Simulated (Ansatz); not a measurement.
Consider Y.

```cif
data_structure
_symmetry_space_group_name_H-M 'P 1'
_symmetry_Int_Tables_number 1
_cell_length_a 5.1040
_cell_length_b 5.1040
_cell_length_c 5.1040
_cell_angle_alpha 90.000
_cell_angle_beta 90.000
_cell_angle_gamma 90.000
_cell_volume 132.96
loop_
_atom_site_label
_atom_site_type_symbol
_atom_site_fract_x
_atom_site_fract_y
_atom_site_fract_z
_atom_site_occupancy
Y1 Y 0.00000 0.00000 0.00000 1
Y2 Y 0.50000 0.50000 0.00000 1
Y3 Y 0.50000 0.00000 0.50000 1
Y4 Y 0.00000 0.50000 0.50000 1
```

Space group Fm-3m; a structure from a database of computed crystals, not necessarily the ambient phase.

Method: Kohn-Sham DFT of a periodic cell, PBE, spin-orbit coupling, Ansatz PAW in Ansatz.

Q: Predict the valence pseudo-density and electron localisation function between the atoms.

A: Y–Y (3.61 Å): ρ is about 0.1 e/Å³ halfway; the ELF is about 0.25 at the midpoint: no shared electron pair shows on this line.
The ELF has a maximum of about 0.75 in the space between the atoms, 2.5 Å from six Y atoms, on no atom or two-centre bond.

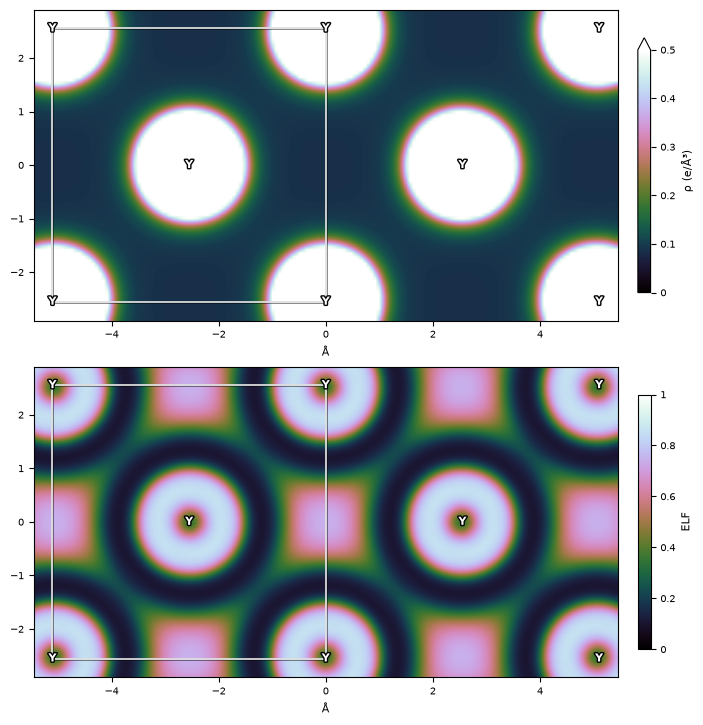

Computed valence pseudo-density and electron localisation function on the (010) plane of the conventional cell, in this order. 

Core electrons are frozen (PAW), and the valence fields are smoothed inside the atomic spheres.
